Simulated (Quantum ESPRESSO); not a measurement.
# Mn moment and magnetic energies of CuAu-type MnPt against added charge, PBEsol at fixed cell

An electron added to a magnet can join either spin, so it is not obvious whether charging MnPt should strengthen its moments, weaken them or leave them alone. The question has practical weight because MnPt is an antiferromagnet used to pin neighbouring magnetic layers, and charge transfer or doping could alter that function. We follow the Mn site moment in the parallel order, and the energies of the parallel and opposed orders, as electrons are added or removed at fixed cell. Each energy gain is measured from the run without spin polarisation at the same charge. Since the real material is antiferromagnetic, the parallel moment belongs to an imposed state and is not compared with experiment.

## Computational details

One system, MnPt (CuAu-type, P4/mmm), 2 atom(s) a primitive cell, from measured cells of the Crystallography Open Database. Quantum ESPRESSO 7.5, plane waves with GBRV 1.5 PBEsol pseudopotentials, cutoff 544 eV, Fermi-Dirac smearing of 0.1 eV, k meshes whose coarsest spacing along a reciprocal vector is 0.22 to 0.31 1/Å over all runs (2π included). Functional: PBEsol, no Hubbard U; collinear spins, no spin-orbit coupling. Atoms stay at fixed fractions of the cell and the mesh divisions are held. At each point the moments on Mn are started parallel, opposed (signs +-, cell doubled at q = (1/2,1/2,0) of the reciprocal vectors) and without spin polarisation. Of the opposed order at the middle point, it reverses 4 of 4 magnetic neighbours at 2.83 Å and 0 of 2 magnetic neighbours at 3.66 Å. Runs that did not converge or carry a known fault are not listed. The same in all rows: metal or insulator in the run from the parallel start, judged by its smearing entropy or density of states at the Fermi energy (a gap under a few smearing widths counts as a metal): metal.

Notes on method and selection:

- Each state is what a run reaches from typed starting moments; only a few collinear orders were started, so the lowest found need not be the ground state. Spin-orbit coupling is left out of these energies, which are free energies at the smearing width. A magnetic atom is one that was given a starting moment.
- Site moments count the spin inside each program's own atomic sphere, so they depend somewhat on its radius and leave out the spin between the spheres.
- Quantum ESPRESSO sets the radius of an element's spheres to about 0.41 of its shortest distance to a neighbour.
- A measured moment is set beside the table only where the run ends ferromagnetic and the measured order is ferromagnetic too.
- Runs that did not converge, have known faults or may not be shown are not listed, and runs on Ansatz's PAW sets soft_1 and soft_2 are kept to separate tables.

Columns:

- added charge (e per magnetic atom): electrons added per magnetic atom (negative: removed), balanced by a uniform background.
- net moment (μB): net spin moment of that run per magnetic atom.
- moment, opposed (μB): largest site spin moment reached from the opposed start.
- gain, opposed (meV): energy of the run without spin polarisation less that of the run from the opposed start, per magnetic atom.
- moment (μB): largest site spin moment reached from the parallel start.
- magnetic energy gain (meV): energy of the run without spin polarisation less that of the parallel start, per magnetic atom (positive: magnetism is favoured).
- E(opposed) - E(parallel) (meV): energy of the run from the opposed start less that of the parallel start, per magnetic atom (positive: parallel is favoured); blank where a pattern was lost.

Input lines of one member:

```
&SYSTEM
  ecutwfc = 40
  ecutrho = 280
  nbnd = 24
  occupations = 'smearing'
  smearing = 'fd'
  degauss = 0.00734986
  nspin = 2
  starting_magnetization(1) = 0.2333
  starting_magnetization(2) = 0
/
&ELECTRONS
  conv_thr = 4d-09
  mixing_beta = 0.3
/
K_POINTS automatic
10 10 10 0 0 0
```

Command (options for logging and memory left out): `pw.x -in pw.in`

## Table of results

| member | added charge (e per magnetic atom) | net moment (μB) | moment, opposed (μB) | gain, opposed (meV) | moment (μB) | magnetic energy gain (meV) | E(opposed) - E(parallel) (meV) |
| --- | --- | --- | --- | --- | --- | --- | --- |
| −0.4 e | −0.4 | ? | ? | 1285.0 | ? | ? | ? |
| −0.2 e | −0.2 | 4.19 | 3.71 | 1269.5 | 3.750 | 906.6 | −362.8 |
| −0.1 e | −0.1 | 4.19 | 3.72 | 1252.0 | 3.739 | 892.1 | −359.9 |
| +0 e | 0.0 | 4.19 | 3.69 | 1208.0 | 3.724 | 875.5 | −332.5 |
| +0.1 e | 0.1 | ? | ? | 1139.5 | ? | ? | ? |
| +0.2 e | 0.2 | 4.13 | 3.58 | 1063.0 | 3.658 | 830.9 | −232.0 |
| +0.4 e | 0.4 | 3.99 | 3.44 | 903.0 | 3.548 | 771.6 | −131.3 |

Cells marked ? are withheld until the estimate has been made.

Least-squares fits to the members shown, with x = added charge (e per magnetic atom); R² and errors in the fitted variable (y, or ln y where the fit is in ln y):

| y | members | fit | R² | rms residual | leave-one-out rms | the same for the mean of the others |
| --- | --- | --- | --- | --- | --- | --- |
| moment (μB) | 5 | y = 3.7236 − 0.22938 x − 0.52132 x² | 1.00 | 0.0013 | 0.0049 | 0.094 |
| E(opposed) - E(parallel) (meV) | 5 | y = −325.2 + 314.8 x + 452.1 x² | 0.99 | 8.2 | 39 | 112 |

## What drives the series

The Mn moment in the parallel order falls with added electrons, and the two sides of neutrality differ. Between −0.2 and −0.1 e the slope is (3.739 − 3.750) / 0.1 = −0.11 μB per electron; between +0.2 and +0.4 e it is (3.548 − 3.658) / 0.2 = −0.55 μB per electron.

The net moment shows where the charge goes, because it counts spin-up minus spin-down electrons over the whole cell. If every added electron were spin-down, it would fall by 1 μB per electron. From +0.2 to +0.4 e it falls by (4.13 − 3.99) / 0.2 = 0.70 μB per electron, so about 85% of the added charge is spin-down. From −0.2 e to neutrality it stays at 4.19 μB, which means that both spins change about equally. The electron-rich behaviour fits a Mn d shell with its majority states nearly full and its minority states mostly empty, so that added electrons must largely enter the minority states.

The opposed order is lower than the parallel one in every row that shows both, but its lead shrinks from 332.5 meV per Mn at neutrality to 131.3 meV at +0.4 e. Over that range the gain of the opposed order drops by 1208.0 − 903.0 = 305.0 meV, and that of the parallel order by only 875.5 − 771.6 = 103.9 meV. A likely reason is that opposed neighbours gain energy when filled majority states mix with empty minority states of the same spin direction next door. Filling the minority states blocks part of that mixing, while electrons in them move more easily between parallel moments.

These are responses at fixed cell. The computed stress changes strongly with charge, so a lattice free to relax could respond differently.

## Estimating the withheld member

Plain estimates from the members shown:

- +0.1 e, fit at x = 0.1: 3.695 μB
- +0.1 e, straight-line interpolation between +0 e and +0.2 e: w = (0.1 − 0.0) / (0.2 − 0.0) = 0.500, so 3.724 + 0.500 × (3.658 − 3.724) = 3.691 μB
- −0.4 e, fit at x = −0.4: 3.732 μB (an extrapolation)

For +0.1 e we use the quadratic fit, since the point lies inside the range and the straight line between its neighbours ignores the downward bend: 3.7236 − 0.22938 × 0.1 − 0.52132 × 0.01 = 3.695 μB. With five rows and three constants, the residual corresponds to a scatter of 0.0013 × √(5/2) = 0.0021 μB. Allowing for the uncertainty of the fitted curve itself, we take 0.003 μB.

For −0.4 e the same fit is less suitable. Its bend is set mainly by the electron-rich side, and it would make the moment drop below its value at −0.2 e, whereas the rows shown are still rising slowly as electrons are removed. We therefore continue the parabola through the three nearest rows, −0.2, −0.1 and 0 e: 6 × 3.750 − 8 × 3.739 + 3 × 3.724 = 3.760 μB.

Tried on −0.2 e from the rows at −0.1, 0 and +0.2 e, this route gives (8/3) × 3.739 − 2 × 3.724 + (1/3) × 3.658 = 3.742 μB, which is 0.008 μB too low. That test reaches 0.1 e beyond its last row and the estimate reaches 0.2 e, so we double the miss to 0.016 μB as a rough standard deviation.

**Committed estimate, +0.1 e: moment = 3.695 ± 0.003 μB.**  
**Committed estimate, −0.4 e: moment = 3.760 ± 0.016 μB.**

## How the estimate fared

| member | added charge (e per magnetic atom) | net moment (μB) | moment, opposed (μB) | gain, opposed (meV) | moment (μB) | magnetic energy gain (meV) | E(opposed) - E(parallel) (meV) |
| --- | --- | --- | --- | --- | --- | --- | --- |
| −0.4 e | −0.4 | 4.18 | 3.69 | 1285.0 | 3.771 | 933.7 | −351.4 |
| +0.1 e | 0.1 | 4.17 | 3.64 | 1139.5 | 3.698 | 855.3 | −284.1 |

| member | estimate | moment (μB) | computed | estimate − computed | miss in error bars |
| --- | --- | --- | --- | --- | --- |
| +0.1 e | committed | 3.695 | 3.698 | −0.003 | 1.0 |
| +0.1 e | fit | 3.695 | 3.698 | −0.003 |  |
| +0.1 e | interpolation | 3.691 | 3.698 | −0.007 |  |
| −0.4 e | committed | 3.760 | 3.771 | −0.011 | 0.7 |
| −0.4 e | fit | 3.732 | 3.771 | −0.039 |  |

moment (μB) against added charge (e per magnetic atom):

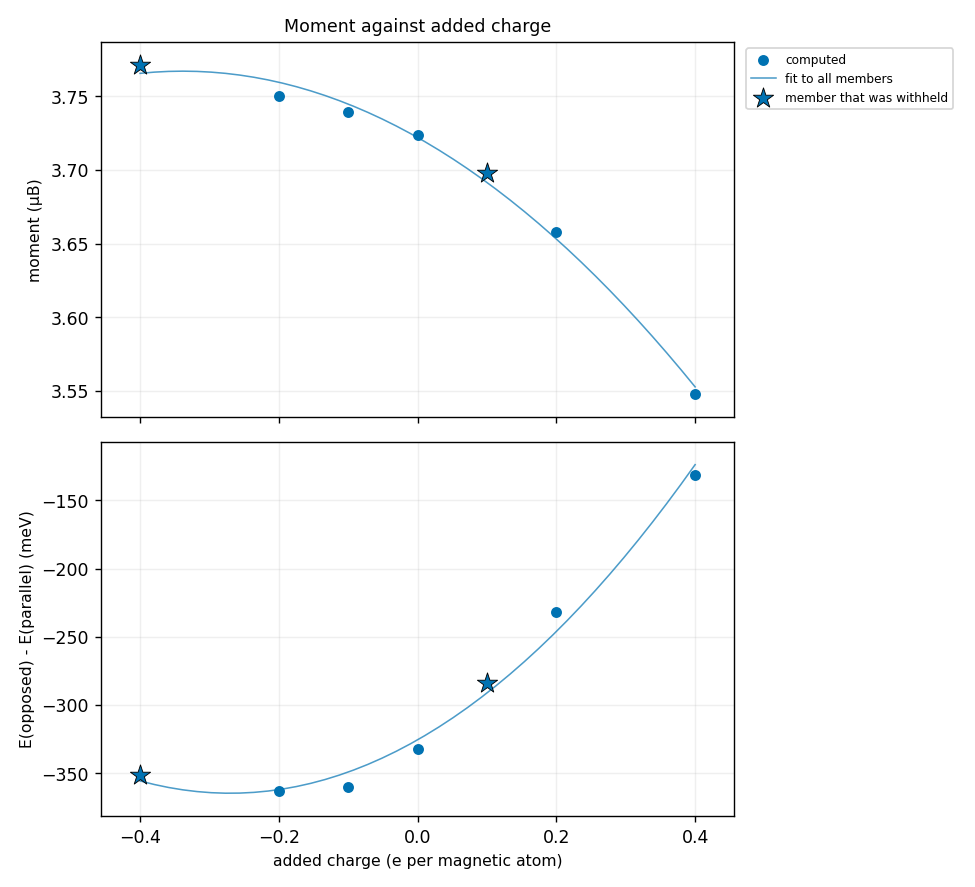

The +0.1 e estimate missed by 0.003 μB, right at the edge of its error bar. It is the fit's own value, and it beat linear interpolation, which missed by 0.007 μB. The −0.4 e estimate was 0.011 μB too low, inside its error bar and much closer than the fit, which was 0.039 μB too low.

We were right that the moment keeps rising as electrons are removed, but wrong to let the rise flatten. The slope from −0.4 to −0.2 e is (3.750 − 3.771) / 0.2 = −0.105 μB per electron, almost the same as between −0.2 and −0.1 e.

The new rows also sharpen the account of the energies. The lead of the opposed order is largest at −0.2 e among the rows and is smaller again at −0.4 e. A likely cause is that in that order the Fermi level lies in a dip of the density of states near neutrality. Added electrons would then have to go into higher states above the dip, which costs the opposed order more than the parallel one. From +0.2 to +0.4 e the extra cost is (232.0 − 131.3) / 0.2 = 504 meV per electron. Between −0.4 and −0.2 e it is slightly negative, (351.4 − 362.8) / 0.2 = −57 meV per electron.

## Departures from the trend

Least-squares fits to the whole series, with x = added charge (e per magnetic atom); R² and errors in the fitted variable (y, or ln y where the fit is in ln y):

| y | members | fit | R² | rms residual | leave-one-out rms | the same for the mean of the others |
| --- | --- | --- | --- | --- | --- | --- |
| moment (μB) | 7 | y = 3.722 − 0.2660 x − 0.3929 x² | 0.99 | 0.0059 | 0.021 | 0.082 |
| E(opposed) - E(parallel) (meV) | 7 | y = −325.6 + 290.0 x + 536.6 x² | 0.99 | 8.4 | 26 | 93 |

Largest departures from the fit to the whole series:

| member | moment (μB) | fit | computed − fit | in rms residuals |
| --- | --- | --- | --- | --- |
| −0.2 e | 3.750 | 3.759 | −0.009 | 1.6 |
| +0.1 e | 3.698 | 3.691 | +0.007 | 1.1 |
| −0.1 e | 3.739 | 3.745 | −0.006 | 1.0 |
| −0.4 e | 3.771 | 3.766 | +0.005 | 0.9 |

No row stands out: the largest departure from the fit to the whole series is −0.009 μB, at −0.2 e. The signs suggest a fault of the fitted form, since the moment changes almost linearly from −0.4 to −0.1 e and then bends downward, which a single parabola cannot follow.

## Summary

From −0.4 to +0.4 e at fixed cell, the parallel-order Mn moment falls by only 3.771 − 3.548 = 0.223 μB, while the magnetic energies respond much more strongly. Within this range, interpolation between rows 0.2 e apart can be expected to miss by roughly 0.01 μB.

Adding 0.1 electron per Mn lowers the lead of the opposed order by 332.5 − 284.1 = 48.4 meV per Mn, or 15%. With a cell volume of 2.83 × 2.83 × 3.66 = 29.3 Å³, that charge is 0.1 / 29.3 = 0.0034 electrons per Å³, or roughly 3.4 × 10²¹ per cm³, a density typical of alloying rather than of ordinary gating.

A Hubbard U of a few eV on Mn would probably raise the moment by a few tenths of a μB, as much as the whole spread or more. If the lattice expanded on adding electrons, that would also tend to raise the moment and offset part of the fall; the fixed cell leaves this out.

[Logs are printed without paths, hosts, clocks, repeated set-up lines and the standing remarks that a program may print on its own settings, such as how far it seeks lower states.]
